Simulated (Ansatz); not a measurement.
System: MnO₂, space group Fm-3m (No. 225) (one of a set of cubic test structures, which need not be the stable phase).

Calculation (Ansatz 0.2.0 development build): equation of state of a cubic crystal from periodic Kohn-Sham density functional theory without spin, third-order Birch-Murnaghan fit to the free energies; pressure corrected for the finite basis. Level: r2SCAN.

```
                setting                   value
         structure type                fluorite
          atoms in cell                       3
     space group number                     225
       lattice centring  face-centred primitive
                 k mesh                13×13×13
      occupation method             Fermi–Dirac
       occupation width                  0.1 eV
            wave cutoff                  700 eV
               datasets                hard PAW
      density tolerance                1e-09 eV
                  bands                      18
   density cutoff ratio                       4
search for lower states                 default
          xc grid level                       2
```

Predict the energy above the lowest point and pressure against volume. The volume takes the values 7.5592, 7.8057, 8.0522, 8.2987, 8.5451 Å³/atom.

A third-order Birch–Murnaghan fit gives V0 = 8.01 Å³/atom, B0 = 309 GPa and B′ = 4.4. The energy above the lowest point is 26.7 meV/atom at volume 7.5592 Å³/atom and 30.6 meV/atom at 8.5451 Å³/atom; the lowest computed point is at volume 8.0522 Å³/atom (0.0 meV/atom), and no other minimum shows. The pressure falls from 20.3 GPa at volume 7.5592 Å³/atom to −17.4 GPa at 8.5451 Å³/atom, and changes sign near 8.01 Å³/atom.

```csv
volume (Å³/atom),energy above the lowest point (meV/atom),pressure (GPa)
7.5592,26.7,20.3
7.8057,5.0,8.4
8.0522,0.0,-1.7
8.2987,9.3,-10.2
8.5451,30.6,-17.4
```

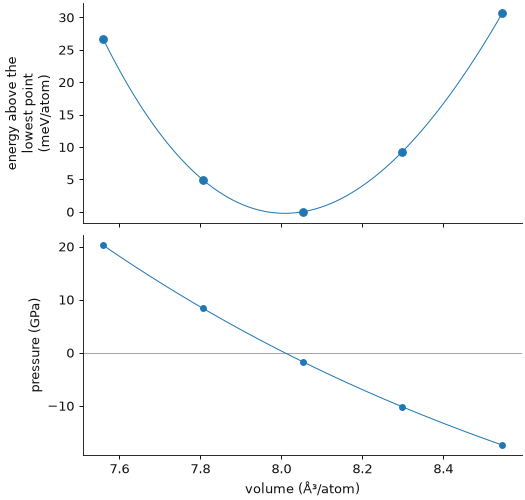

Caveats: cubic model structure, not the ambient form; no spin polarisation, a magnetic state may lie lower; pseudopotentials made with PBE, not this functional.
